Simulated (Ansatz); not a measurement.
# Band-structure calculation, with input and output: AlAs (part 2 of 2)

Continued. System: AlAs (2 atoms in the cell). Method: DFT, HSE06, plane waves, PAW, no spin polarisation (Ansatz 0.2.0); cutoff 420 eV, 6×6×6 k-mesh, fixed occupations. The structure was built on a prototype by a generator. The geometry comes from this level: r2SCAN (a point of a series of strains). It belongs to a series of runs on one base structure; here: epitaxial_111 strain -1.0%.

Geometry of the input (Å; fractional positions):
```
0.0284  2.8389  2.8389
2.8389  0.0284  2.8389
2.8389  2.8389  0.0284
Al 0.0007  0.0007  0.0007
As 0.2493  0.2493  0.2493
```

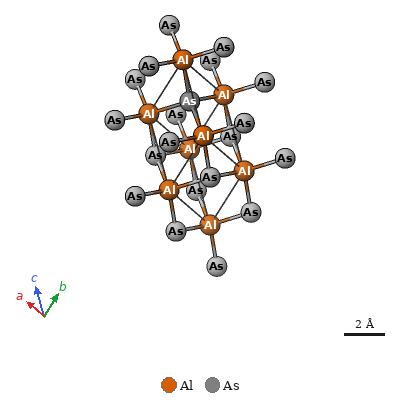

Figure 1. The input geometry (ball-and-stick view of the reduced cell, seen at an oblique angle; neighbours outside the cell are drawn fainter).

File bands.tsv:
```
# k_distance	band_0	band_1	band_2	band_3	band_4	band_5	band_6	band_7	band_8	band_9	band_10	band_11	band_12
# fermi_ev = 6.037172
# lock_threshold_ev = 1e-6
# [0, 0, 0] at k_distance = 0.000000
# [-0.5, -0.5, 0] at k_distance = 1.112258
# [-0.375, -0.375, 0.25] at k_distance = 1.503535
# [-0.375, 0, 0.375] at k_distance = 2.185782
# [0, 0, 0.5] at k_distance = 2.868030
# [-0.5, -0.25, 0.25] at k_distance = 3.650583
# [0, 0.5, 0.5] at k_distance = 4.889154
# levels_relative_to = fermi_ev
# free_energy_ev = -5396.317117
# largest_residual_norms_ev = 1.167e-4 1.042e-4 1.189e-4 1.052e-4 1.826e-4 2.195e-4 6.158e-4 5.589e-4 5.836e-4 5.940e-4 7.586e-4 1.266e-3 5.522e-4
0.000000	-37.783244	-37.781170	-37.781170	-37.769995	-37.769995	-13.135717	-0.133788	0.000000	0.000000	2.947844	5.018639	5.188957	5.188957
1.112258	-37.782928	-37.780336	-37.779394	-37.770410	-37.769088	-10.886142	-6.024477	-2.496006	-2.372331	2.016243	2.954468	11.613635	11.637465
1.503535	-37.782542	-37.780478	-37.779653	-37.770221	-37.769331	-10.931277	-5.736411	-3.795219	-1.963930	2.951623	5.697907	9.296235	9.476910
2.185782	-37.782493	-37.780458	-37.779810	-37.770068	-37.769356	-10.910129	-5.721805	-3.761920	-2.075136	2.824457	5.917861	9.233495	9.467832
2.868030	-37.782373	-37.780716	-37.780460	-37.769862	-37.769483	-11.501216	-6.174349	-1.004670	-0.940521	2.865931	5.434432	5.519724	8.626771
3.650583	-37.782348	-37.780628	-37.779668	-37.770084	-37.769402	-10.848102	-5.630818	-3.527298	-3.109435	5.039740	6.564708	6.748041	6.923687
4.889154	-37.782928	-37.780336	-37.779394	-37.770410	-37.769088	-10.886142	-6.024477	-2.496006	-2.372331	2.016243	2.954468	11.613635	11.637465
```

File rho_z.tsv:
```
# z_ang	rho[e/angstrom^3]
# format = ansatz-planar-average/11
# lattice	0.028389246	2.838924638	2.838924638
# lattice	2.838924638	0.028389246	2.838924638
# lattice	2.838924638	2.838924638	0.028389246
# sites	2
# site	13	0.004139509	0.004139509	0.004139509
# site	33	1.422420121	1.422420121	1.422420121
0.000000	2.223870e-1
0.148702	2.793114e-1
0.297403	3.737737e-1
0.446105	5.354683e-1
0.594807	7.793909e-1
0.743509	1.064883e0
0.892210	1.283510e0
1.040912	1.320345e0
1.189614	1.149172e0
1.338315	8.575786e-1
1.487017	5.714311e-1
1.635719	3.663385e-1
1.784420	2.475946e-1
1.933122	1.855741e-1
2.081824	1.515006e-1
2.230526	1.294142e-1
2.379227	1.134814e-1
2.527929	1.024105e-1
2.676631	9.560765e-2
2.825332	9.235613e-2
2.974034	9.212416e-2
3.122736	9.469844e-2
3.271438	1.006056e-1
3.420139	1.111402e-1
3.568841	1.278383e-1
3.717543	1.516526e-1
3.866244	1.826335e-1
```

File v_z.tsv:
```
# z_ang	v_es[eV]	v_tot[eV]
# format = ansatz-planar-average/11
# xc	hse06
# density_cutoff_ev	1680
# datasets	Al=:simpson_from_first_knot:soft:fock:shift=0	As=:simpson_from_first_knot:soft:fock:shift=0
# lattice	0.028389246	2.838924638	2.838924638
# lattice	2.838924638	0.028389246	2.838924638
# lattice	2.838924638	2.838924638	0.028389246
# sites	2
# site	13	0.004139509	0.004139509	0.004139509
# site	33	1.422420121	1.422420121	1.422420121
0.000000	2.183771e0	-6.348291e0
0.148702	1.433025e0	-7.375440e0
0.297403	1.032619e0	-7.980292e0
0.446105	1.090053e0	-8.038348e0
0.594807	1.580685e0	-7.555310e0
0.743509	2.397561e0	-6.670520e0
0.892210	3.353415e0	-5.626676e0
1.040912	4.206172e0	-4.657840e0
1.189614	4.769605e0	-3.893080e0
1.338315	5.044014e0	-3.331634e0
1.487017	5.214904e0	-2.807087e0
1.635719	5.515177e0	-2.106175e0
1.784420	6.103293e0	-1.122673e0
1.933122	6.987605e0	1.274839e-1
2.081824	7.970645e0	1.427959e0
2.230526	8.742211e0	2.447767e0
2.379227	9.114587e0	3.009976e0
2.527929	9.136824e0	3.149170e0
2.676631	8.888138e0	2.945683e0
2.825332	8.361395e0	2.405755e0
2.974034	7.563245e0	1.514663e0
3.122736	6.600438e0	4.107599e-1
3.271438	5.662097e0	-7.367243e-1
3.420139	4.887903e0	-1.888950e0
3.568841	4.287477e0	-2.975585e0
3.717543	3.733873e0	-3.998838e0
3.866244	3.032321e0	-5.133444e0
```

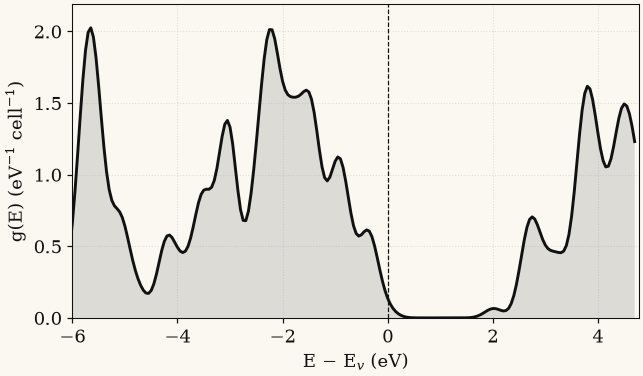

Figure 2. Density of states (the curve is built from the levels of the k mesh with Gaussians 0.4 eV wide, which also blur the band edges), with energies from the valence-band top. There is a gap of 2.02 eV on the k-point mesh. Small ripples come from the finite k-point mesh.

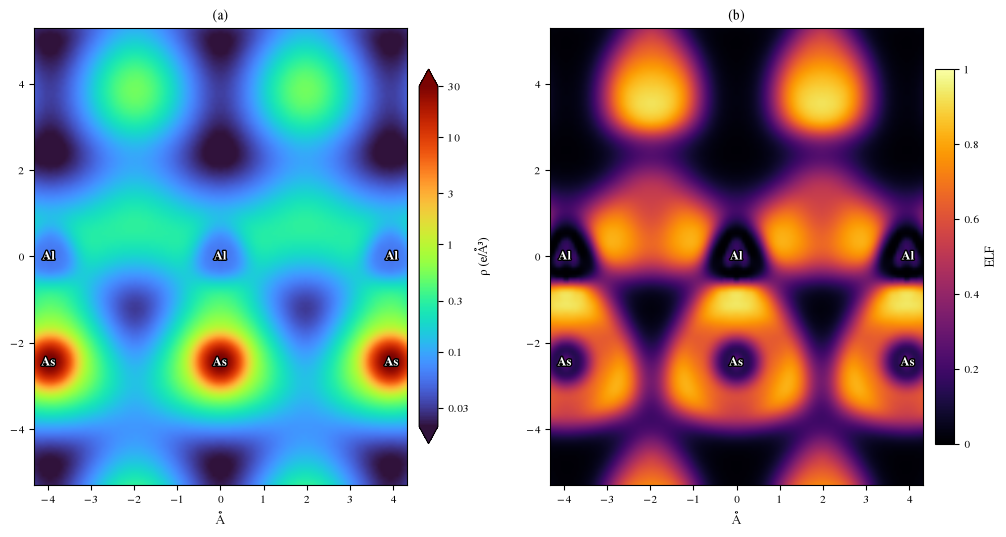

Figure 3. (a) valence electron density; (b) electron localisation function on the (010) plane of the conventional cell. The section cuts through Al and As sites. Al–As (2.46 Å): ρ at the midpoint is about 0.49 e/Å³; the ELF peaks at about 0.95 between the atoms (a covalent bond). Away from the nuclei the density in this plane falls to 0.02 e/Å³ at its lowest. The fields are those of the smooth PAW valence density.

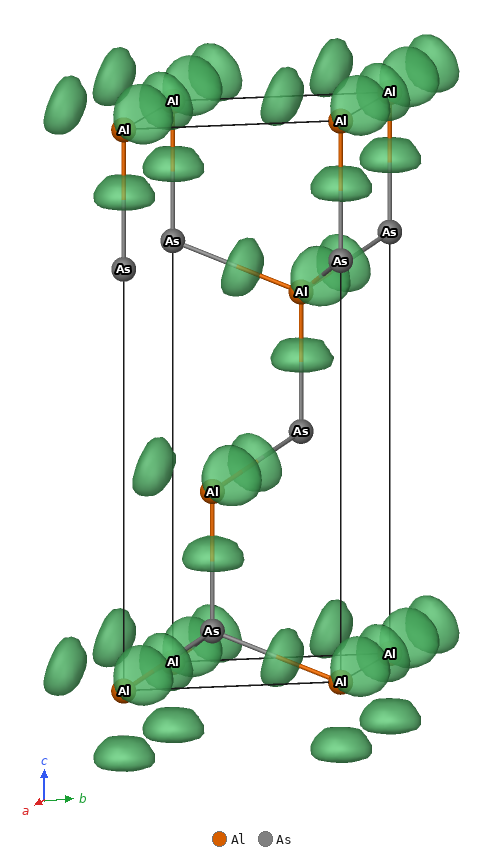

Figure 4. Isosurface of the ELF at 0.85 (green), seen slightly off an axis. Only the valence region is drawn (cores and ρ < 0.01 e/Å³ removed). Sticks mark near contacts. The outline is the cell set on symmetry axes. Along the contacts the grid gives the following.

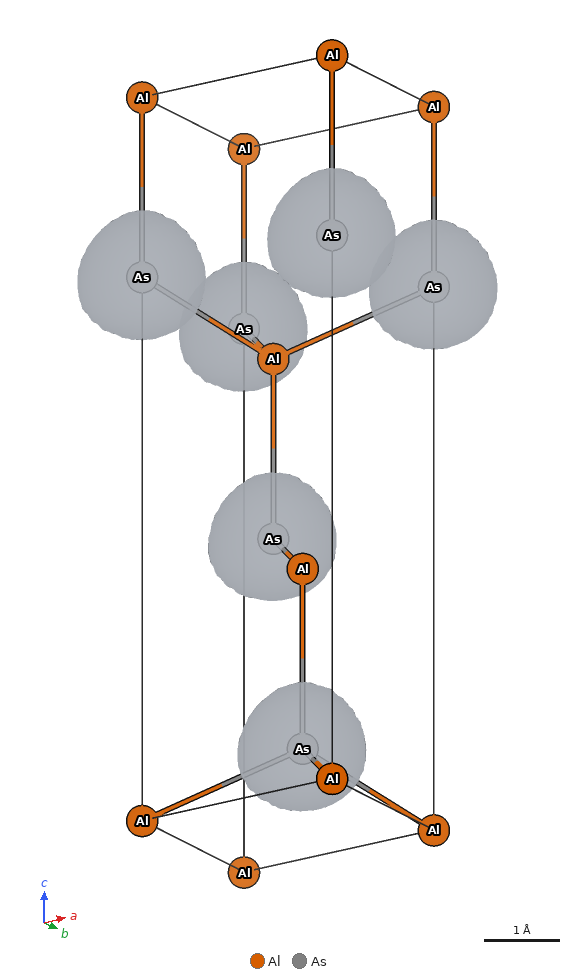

Figure 5. Isosurface of the valence electron density at 0.8 e/Å³ (grey), seen at an oblique angle. Sticks mark near contacts. The outline is the cell set on symmetry axes. At this value the density breaks into separate islands; it holds about 60 % of the electrons treated as valence. It is pinched off along the Al–As (2.44 Å) contacts. On the grid the lowest density along these lines, outside the cores, is 0.37 e/Å³ (Al–As, 2.44 Å).

Summary:

```json
{"quantity": "outcome", "value": "converged"}
{"quantity": "space group (tolerance 0.01 Å)", "value": "R3m (160)"}
{"quantity": "electrons treated", "value": "18"}
{"quantity": "free energy", "value": "−5396.3171 eV"}
{"quantity": "Fermi energy", "value": "6.037 eV"}
{"quantity": "gap on the k-point mesh", "value": "2.02 eV"}
{"quantity": "pressure", "value": "1.39 GPa"}
{"quantity": "largest force (length of the vector)", "value": "0.002 eV/Å"}
{"quantity": "wall time", "value": "56 s (CPU time 1.7 min)"}
{"quantity": "peak memory", "value": "1.4 GiB"}
```

Remarks:

Warnings of the run: the exchange loop's threshold is looser than advised for the stress; the SCF threshold is looser than advised for the printed stress.
